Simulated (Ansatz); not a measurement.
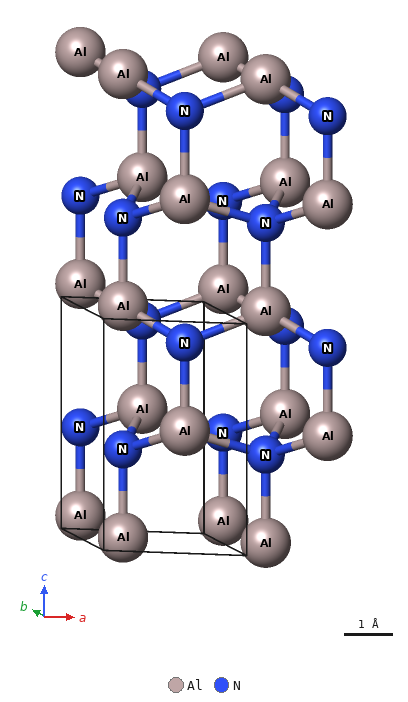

*The input geometry (ball-and-stick view of the cell of the calculation, repeated 2 × 2 × 2, seen slightly off an axis).*

Near neighbours in the crystal (not all of them lie inside the picture): Al has 4 N at 1.89 Å; N has 4 Al at 1.89 Å.

**AlN: single-point calculation**

AlN (4 atoms in the cell), computed with DFT PBE, scalar-relativistic, plane waves, PAW, no spin polarisation (Ansatz 0.2.0).

The structure derives from an entry of the Crystallography Open Database. Figures and captions count atoms from 1; the log counts them from 0 in places.

What the program printed:
```
Engine: ansatz 0.2.0, x86_64-unknown-linux-gnu
Pseudopotentials: kind: paw
Pseudopotential: Al, paw, valence charge 3, recommended cutoff 420 eV (normal), Al.paw.azcp
Pseudopotential: N, paw, valence charge 5, recommended cutoff 420 eV (normal), N.paw.azcp
Functional definition: PBE
  parameter kappa = 0.804
  parameter beta = 0.06672455060314922
  exchange = pbe_x(kappa = kappa, mu = beta*pi^2/3)
  correlation = pbe_c(beta = beta)
Crystal: 4 atoms, lattice volume = 41.803 Å³
Basis set: ecut = 420 eV, 809 PW (Γ), exchange–correlation on 48×48×72 points (8 copies of the dense FFT grid, shifted against one another)
Bands: 12, of which v1, the nominal top of the filled ones, is band 8 counted from 1 (7 counted from 0)
Symmetry: 12 space group operations
Space group: P63mc (ITA 186), of the structure as read, at distance tolerance 3.5e-5 Å
k-points: 21 of 144 (time reversal used)
Non-local potential: Al, projectors of the file, l = 0: 2, l = 1: 2, l = 2: 1
Non-local potential: N, projectors of the file, l = 0: 2, l = 1: 2, l = 2: 1
PAW form: soft (Blöchl's): semilocal exchange-correlation on the pseudo side does not see the compensation charge
PAW one-centre angular grid: Al, 110 points (default); XC on 64 Gauss nodes
PAW one-centre angular grid: N, 110 points (default); XC on 64 Gauss nodes
Initial density: superposition of atomic densities (neutral atoms: chi_scale 0, normalization atom), corrected by the library's trained network
Initial wavefunctions: pseudopotential atomic-orbital guess
Functional: x = pbe(κ = 0.804, μ = 0.2195149727645171), c = pbe(β = 0.06672455060314922)
SCF iter   1: F=—  HF=-1848.496263 eV  |F-HF|=—  |Δ(HF+E_count)|=         —  Δρ=8.04e-4  dr2=1.21e-4  ethr=1.77e-3  ⟨swp⟩=5.3  Hψ=1596  notcnv=0
preconditioner: auto → none  [insulator: Δε(μ)=4.209 eV  Ē_g=13.121 eV  σ=0.100 eV  W_gap=1.00  n_scr=2 (ndim 8)  ℏωp=23.0 eV  f_vac=0.000  D(μ)=0.00/eV (n_scr^D=0)  ε∞_Penn≈4.1]
SCF iter   2: F=—  HF=-1848.496584 eV  |F-HF|=—  |Δ(HF+E_count)|=   3.22e-4  Δρ=3.93e-4  dr2=1.95e-5  ethr=7.54e-7  ⟨swp⟩=2.3  Hψ=571  notcnv=0
SCF iter   3: F=—  HF=-1848.496444 eV  |F-HF|=—  |Δ(HF+E_count)|=   1.41e-4  Δρ=5.79e-5  dr2=5.22e-7  ethr=1.22e-7  ⟨swp⟩=2.2  Hψ=415  notcnv=0
iter 4 did not close the SCF: its close was put off for the readings that it lacked (scf_convergence_deferred on its scf_iter line)
SCF iter   4: F=-1848.496445 eV  HF=-1848.496445 eV  |F-HF|=9.56e-9  |Δ(HF+E_count)|=   1.66e-6  Δρ=9.48e-6  dr2=1.52e-8  ethr=3.26e-9  ⟨swp⟩=2.1  Hψ=406  notcnv=0
iter 5 did not close the SCF: its close was put off for the readings that it lacked (scf_convergence_deferred on its scf_iter line)
SCF iter   5: F=-1848.496445 eV  HF=-1848.496445 eV  |F-HF|=5.00e-10  |Δ(HF+E_count)|=   1.17e-8  Δρ=1.83e-6  dr2=7.33e-10  ethr=9.49e-11  ⟨swp⟩=2.9  Hψ=470  notcnv=0
SCF iter   6: F=-1848.496445 eV  HF=-1848.496445 eV  |F-HF|=7.96e-12  |Δ(HF+E_count)|=  2.25e-10  Δρ=1.67e-7  dr2=4.69e-12  ethr=4.58e-12  ⟨swp⟩=1.2  Hψ=766  notcnv=0
SCF 1 converged in 6 iterations: F = -1848.496445 eV  dr2 = 4.69e-12
  greatest PAW one-centre occupation: 0.788 electrons in one spin orbital (limit 2), on the N atom at site 2 (counted from 0), in its partial waves of l = 0
```

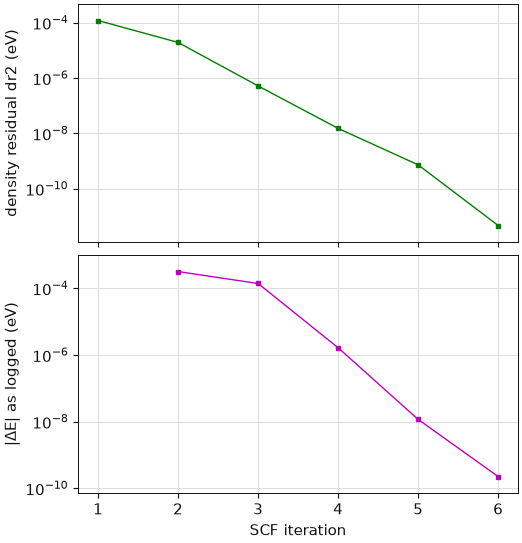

*Convergence of the self-consistent field: density residual dr2 and size of the energy change against the SCF iteration.*

The residual falls at every step.

```
SCF converged after 6 iterations
Free energy (F): -1848.496445 eV
Harris-Foulkes:  -1848.496445 eV  (|F-HF|=7.96e-12)
Internal energy: -1848.496445 eV  (E = F + TS)
E sigma→0 (E₀):  -1848.496445 eV
Fermi energy:    9.226613 eV
--- Per-component energies (eV) ---
  E_band       = 30.387207
  E_kinetic    = 318.964178
  E_local      = -448.284515  (includes V_loc(G=0)·N_el)
  E_nonlocal   = 110.839911
  E_hartree    = 155.696428
  E_xc         = -203.726512
  E_vxc        = -215.996093  (∫ρ·V_xc dr)
  E_paw        = -1190.322860  (= ΣΔE_a)
  E_vpaw       = -46.529314  (= ΣTr[D̂ρ^β])
  E_aug_tail   = 0.000194  (compensation charges beyond the density's cutoff)
  E_ewald      = -591.663270
  E_smearing   = -0.000000  (= −TS)
  E_closure    = 0.000000  (closes the sum)
  Σ components = -1848.496445   (vs F -1848.496445, Δ=0.00e0)
--- Forces (eV/Å), atoms counted from 1 ---
  atom   1  Al     0.00000000    -0.00000000    -0.13024738
  atom   2  Al    -0.00000000     0.00000000    -0.13024738
  atom   3  N     -0.00000000     0.00000000     0.13022597
  atom   4  N     -0.00000000    -0.00000000     0.13022597
  max |Σ_I F_I| component: 4.28e-5 eV/Å
--- Stress (GPa, compression-positive) ---
        3.188943       0.000000      -0.000000
        0.000000       3.188943       0.000000
       -0.000000       0.000000       4.757795
  P = ⅓ Tr σ = 3.7119 GPa (37.119 kbar)
--- Band table (eV; the first three rows and the last of 21) ---
  k-point 0: bands = ["-8.0260", "-5.8826", "1.1566", "6.2913", "6.2913", "6.9408", "6.9408", "7.1203", "11.3329", "13.7887", "17.7308", "18.2934"]
  k-point 1: bands = ["-7.7894", "-6.3145", "1.9514", "5.9224", "6.3817", "6.3817", "6.8408", "6.8408", "12.2882", "13.9058", "17.4023", "18.2604"]
  k-point 2: bands = ["-7.1394", "-7.1394", "3.8081", "3.8081", "6.6064", "6.6064", "6.6064", "6.6064", "13.5863", "13.5863", "17.4715", "17.4715"]
  k-point 20: bands = ["-5.4924", "-5.4924", "2.3160", "2.3160", "3.3013", "3.3013", "6.3424", "6.3424", "14.5526", "14.5526", "14.9886", "14.9886"]
```

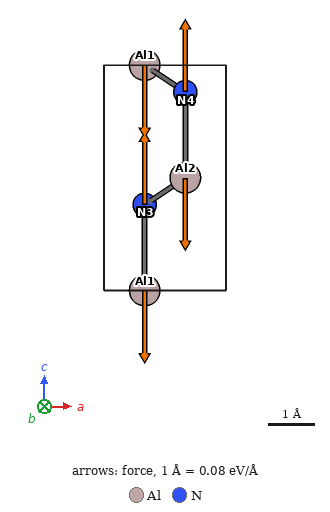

*Forces on the atoms as orange arrows (ball-and-stick view of the cell of the calculation, along the b axis; atoms are numbered from 1 in the order of the input).*

The largest act on Al1, Al2 (0.13 eV/Å); N3, N4 (0.13 eV/Å). The geometry is not a stationary point of this energy.

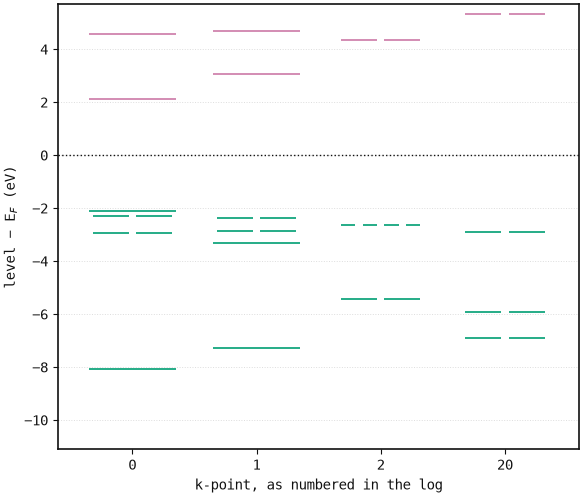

*Kohn–Sham levels near the Fermi level (dotted) at the few k-points that the log prints; levels within 0.02 eV of each other stand side by side.*

Among these points the highest filled and lowest empty levels are 4.21 eV apart, which is the gap on the mesh.

This output came from the following input.

Input:
```yaml
crystal:
  lattice:
    - [3.113, 0.0, 0.0]
    - [-1.5565, 2.695937082, 0.0]
    - [0.0, 0.0, 4.981]
  atoms:
    - { symbol: Al, position: [0.3333333333, 0.6666666667, 0.0] }
    - { symbol: Al, position: [0.6666666667, 0.3333333333, 0.5] }
    - { symbol: "N", position: [0.3333333333, 0.6666666667, 0.38] }
    - { symbol: "N", position: [0.6666666667, 0.3333333333, 0.88] }
basis:
  ecutwfc: 420
kpoints:
  mp_grid: { grid: [6, 6, 4] }
hamiltonian:
  xc: pbe
scf:
  occupations: { method: gaussian, width: 0.1 }
output:
  forces: true
  stress: true
  eigenvalues: true
```

Run as:
```bash
ansatz run input.yaml --threads 2 --pin off --max-ram 5120MiB --backend cpu --events-out ev --progress --plain --runs-dir out
```

Key numbers:

```tsv
quantity	value
outcome	converged
space group (tolerance 0.01 Å)	P6₃mc (186)
electrons treated	16
free energy	−1848.4964 eV
Fermi energy	9.227 eV
gap on the k-point mesh	4.21 eV
pressure	3.71 GPa
largest force (length of the vector)	0.130 eV/Å
hardware	2 threads of Intel Xeon @ 2.90GHz (Ice Lake), 64 GiB of memory available, shared host
wall time	0.81 s (CPU time 1 s)
peak memory	0.33 GiB
```
